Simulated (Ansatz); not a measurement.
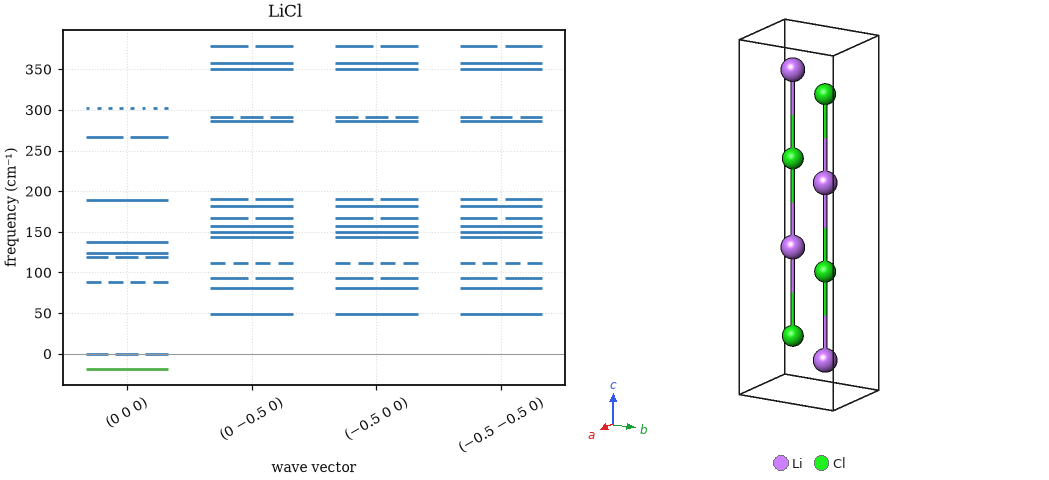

Calculation (Ansatz 0.2.0): harmonic phonon frequencies at the irreducible points of a q mesh with atoms at rest in the given cell, q in fractions of the reciprocal cell vectors, no long-range term at q = 0, imaginary frequencies are negative, the first points where there are many; plane waves with PAW datasets. Level: PBE, no spin polarisation.

- wave cutoff: 420 eV
- k mesh: 6×6×2
- occupations: fixed
- pressure: 0 GPa
- phonon method: linear response
- q mesh: 2×2×1

The given structure:
```xyz
8
Lattice="4.1848 0.0006 -0.1280 2.0920 3.6266 -0.0643 0.3236 0.0009 10.5778" Properties=species:S:1:pos:R:3 pbc="T T T"
Li    5.5139    0.6060    9.0948
Li    1.1675    0.6049    3.9337
Li    1.0864    3.0221    1.2906
Li    5.4329    3.0232    6.4517
Cl    1.0866    0.6047    1.2902
Cl    1.2483    0.6052    6.5792
Cl    5.5138    3.0233    9.0953
Cl    5.3521    3.0228    3.8063
```

Phonon frequencies at several wave vectors (in fractions of the reciprocal vectors of the given cell) for LiCl, space group P6_3/mmc (No. 194) (cell built by us, not taken from a database). Imaginary frequencies are drawn as negative. The cell is drawn beside the plot.

One mode is imaginary at (0 0 0), the softest at 18.5i cm⁻¹, so the structure is dynamically unstable. The highest mode among the wave vectors computed lies at 378.6 cm⁻¹, at (0 −0.5 0) (at the zone centre itself the field of polar modes is left out).

Keep in mind: vibrations at or below zero.

Input file:
```
crystal:
  lattice:
    - [4.1847636621, 0.0005929049, -0.1280132691]
    - [2.0920116721, 3.6265772397, -0.0643033241]
    - [0.3235762234, 0.0009014494, 10.5777695302]
  atoms:
    - { symbol: Li, position: [1.1666437964, 0.1666847041, 0.8749396639] }
    - { symbol: Li, position: [0.1666766701, 0.1666662444, 0.3749157918] }
    - { symbol: Li, position: [-0.1666437964, 0.8333152959, 0.1250603361] }
    - { symbol: Li, position: [0.8333233299, 0.8333337556, 0.6250842082] }
    - { symbol: Cl, position: [0.1666589311, 0.1666891147, 0.1249986469] }
    - { symbol: Cl, position: [0.1666274004, 0.1667067742, 0.6250114631] }
    - { symbol: Cl, position: [0.8333410689, 0.8333108853, 0.8750013531] }
    - { symbol: Cl, position: [0.8333725996, 0.8332932258, 0.3749885369] }
basis:
  ecutwfc: 420
kpoints:
  mp_grid: { grid: [6, 6, 2] }
hamiltonian:
  xc: pbe
scf:
  occupations: { method: fixed }
output:
  eigenvalues: true
phonons:
  method: dfpt
  dielectric: true
  rigid_motions: translations
  eigenvectors: true
  qmesh: [2, 2, 1]
  temperatures: { t_max: 1000, t_step: 100 }
  qpath:
    path:
      - [[0.0, 0.0, 0.0], [0.49998005, 0.50003095, 8.0e-08], [0.33332003, 0.66671756, 3.3e-07], [0.0, 0.0, 0.0], [0.0, 0.0, 1.0], [0.49998005, 0.50003095, 1.00000008], [0.33332003, 0.66671756, 1.00000033], [0.0, 0.0, 1.0]]
      - [[0.49998005, 0.50003095, 1.00000008], [0.49998005, 0.50003095, 8.0e-08]]
      - [[0.33332003, 0.66671756, 1.00000033], [0.33332003, 0.66671756, 3.3e-07]]
    npoints: 8
```

Launched with:
```bash
ansatz run input.yaml --threads 1 --pin off --max-ram 2560MiB --backend cpu --events-out ev --progress --plain --runs-dir out
```
